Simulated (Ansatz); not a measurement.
Ta (P6/mmm, No. 191): the input geometry of an electronic-structure calculation (not necessarily at equilibrium); the starting structure was generated, so it need not be a known form of this composition.

```
Ta
1.0
     4.76600    0.00000    0.00000
    -2.38300    4.12747    0.00000
     0.00000    0.00000    2.67386
Ta
3
Direct
  0.00000 0.00000 0.00000
  0.33333 0.66667 0.50000
  0.66667 0.33333 0.50000
```

**What will a Z-contrast image along [100] show? The image is simulated as a sum over atoms of Z^1.8, blurred by a 0.66 Å probe (no channelling). The probe carries 15 % of its weight in a tail 2.5 times as wide. Shot noise and the speckle of an amorphous layer were added.**

The columns repeat on a rectangular net of 2.67 × 4.13 Å (plane group p2mm). All columns are alike (Ta). The shortest distance between visible columns is 1.38 Å in projection. Along the beam the structure repeats every 4.77 Å.

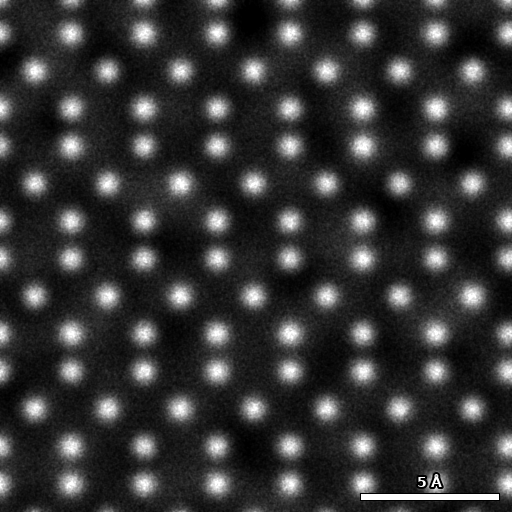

The simulated image.
